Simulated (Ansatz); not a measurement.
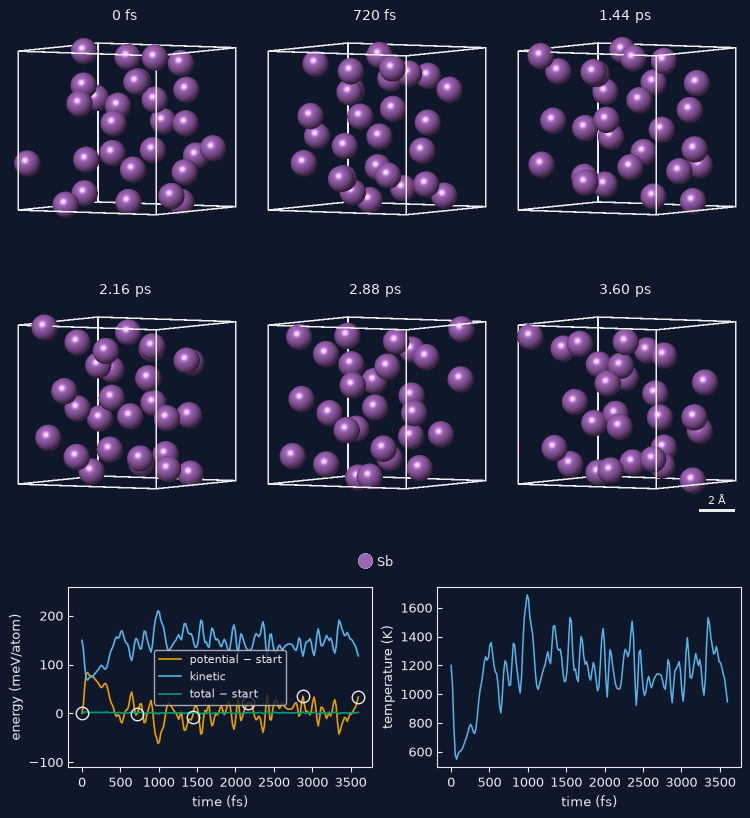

Molecular dynamics of Sb with an interstitial Sb (28 atoms in the cell), 3.60 ps long. Frames and the history of the run. A spheres-only model of the simulation cell, seen from a free direction. Atoms that leave the cell re-enter on the other side.

The calculation used DFT PBEsol, scalar-relativistic, plane waves, PAW in Ansatz. Settings: plane-wave cutoff 420 eV; k-point mesh 1 × 1 × 1; Fermi-Dirac smearing 0.15 eV; low-accuracy preset; constant energy (NVE); velocities drawn for 1200 K; time step 18 fs.

**What happens in this trajectory?**

Root-mean-square distances from the starting positions over the second half, with the common drift of all atoms taken out: Sb 1.88 Å. That is a large part of the typical shortest distance between atoms in the first frame, about 2.9 Å and still growing: the atoms leave their places as in a liquid. The mean temperature in the second half is 1173 K (standard deviation 132 K). The potential energy in the second half lies on average 4.4 meV per atom above the first frame. The time step of 18 fs is long for the fastest vibrations here (lightest element antimony).

Limits of the set-up: the program's low-accuracy preset was used.

The run took 7.7 min on 4 threads of INTEL(R) XEON(R) PLATINUM 8581C CPU @ 2.30GHz (Emerald Rapids), with other jobs on the host, peak memory 1.1 GiB.
